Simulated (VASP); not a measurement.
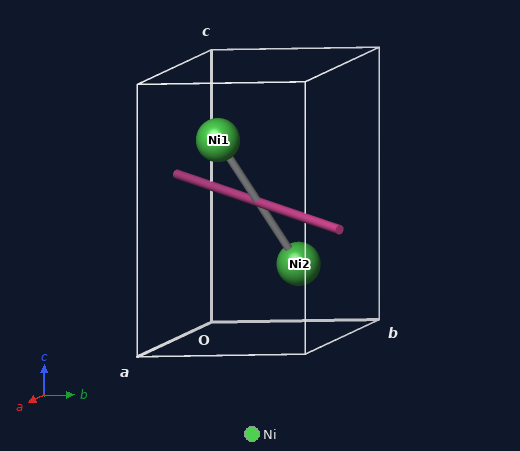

Crystal: Ni, a cell listed in the Materials Project, as set up for an electronic-structure calculation. The coloured rod is the axis of a symmetry operation of the crystal. All values are computed from the atomic coordinates in the standard setting (tolerance 0.002 Å).

a = 2.448 Å, b = 2.448 Å, c = 4.073 Å, α = 90.00°, β = 90.00°, γ = 120.00°.

```csv
atom,x,y,z
Ni1,0.6667,0.3333,0.7500
Ni2,0.3333,0.6667,0.2500
```

Take the operation x, y, z → y, x, −z+1.

**What kind of operation is it, and where does it lie?**

It is a 2-fold rotation, about the line along [1 1 0] through (1/2, 1/2, 1/2).

**Onto which atom does it carry each atom (up to whole multiples of a, b and c)?**

Ni1 → Ni2, Ni2 → Ni1.

**What is the crystal's space group?**

P6₃/mmc (No. 194).
